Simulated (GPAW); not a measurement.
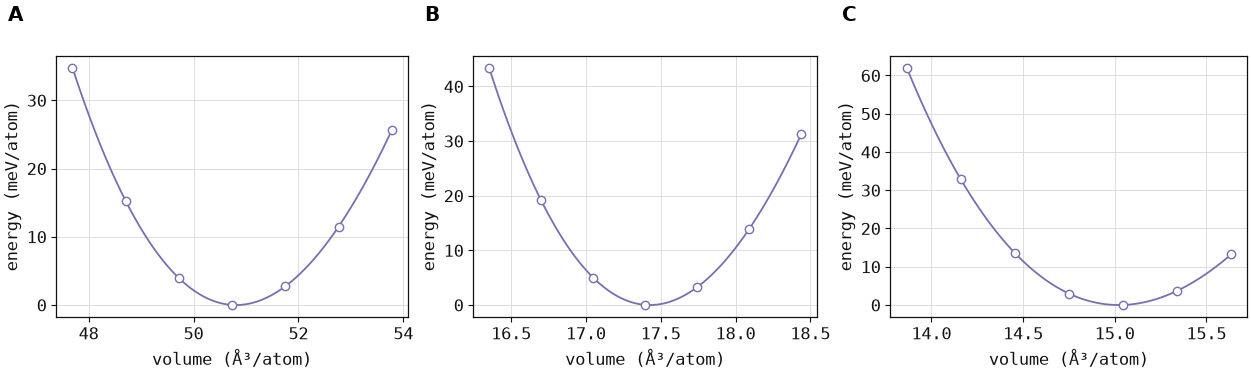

Each panel shows the energy against volume for one of these solids: MoS₂, P-6m2 (No. 187); Pd, Fm-3m (No. 225); TaAs, I4_1md (No. 109).

How it was computed, with GPAW 26.7.0: PAW DFT in plane waves, on a grid or in atomic orbitals, no spin polarisation; energies at scaled volumes of the given cell, shape and fractions fixed, counted from the fit's minimum, third-order Birch-Murnaghan fit. Level: r2SCAN.

Question: Which panel belongs to which solid?

Answer: A is MoS₂ (energy from 0.05 meV/atom to 34.79 meV/atom, V0 50.81 Å³/atom, B0 52.2 GPa); B is TaAs (energy from 0.04 meV/atom to 43.44 meV/atom, V0 17.43 Å³/atom, B0 188 GPa); C is Pd (energy from 0.02 meV/atom to 62.05 meV/atom, V0 15.02 Å³/atom, B0 186 GPa).

For MoS₂, limits of the calculation: shape and atomic fractions are frozen while scaling, which makes layered, chain and framework solids too stiff.

For TaAs, limits of the calculation: shape and atomic fractions are frozen while scaling, which makes layered, chain and framework solids too stiff.
